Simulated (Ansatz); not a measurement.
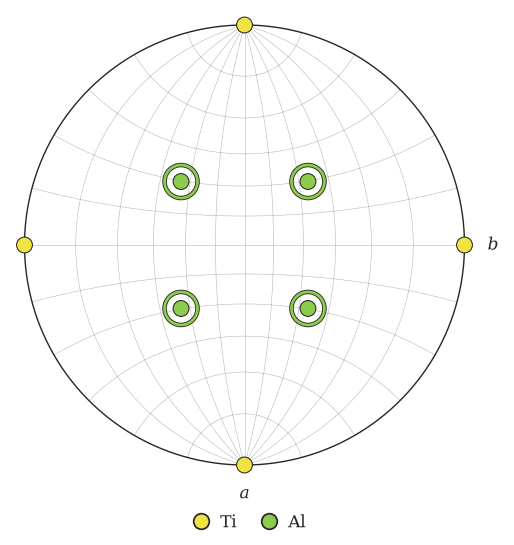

Directions from one titanium atom at (0, 0, 0) to its bonded neighbours, in stereographic projection down c (filled: above the plane of the page or in it, open: below). Crystal: TiAl, coordinates from a relaxation at fixed volume with DFT PBE, scalar-relativistic, plane waves, PAW (Ansatz). All values are computed from the atomic coordinates in the standard setting (tolerance 0.002 Å).

Neighbours are counted up to 3.03 Å for Ti, 3.06 Å for Al.

```cif
data_structure
_symmetry_space_group_name_H-M 'P 1'
_symmetry_Int_Tables_number 1
_cell_length_a 2.7044
_cell_length_b 2.7044
_cell_length_c 3.9067
_cell_angle_alpha 90.000
_cell_angle_beta 90.000
_cell_angle_gamma 90.000
_cell_volume 28.57
loop_
_atom_site_label
_atom_site_type_symbol
_atom_site_fract_x
_atom_site_fract_y
_atom_site_fract_z
_atom_site_occupancy
Ti1 Ti 0.00000 0.00000 0.00000 1
Al1 Al 0.50000 0.50000 0.50000 1
```

Q: How many neighbours are there, and at what angles?

A: 12: 4 Ti at 2.70 Å, 8 Al at 2.73 Å. Angles between bonds: 59° (8×), 60° (16×), 89° (4×), 90° (4×), 91° (4×), 120° (16×), 121° (8×), 180° (6×).

Q: What is the site's symmetry in the crystal?

A: Point group 4/mmm (D4h), order 16: one fourfold axis, four twofold axes, five mirror planes, an inversion centre. In P4/mmm (No. 123) this is Wyckoff position 1a.
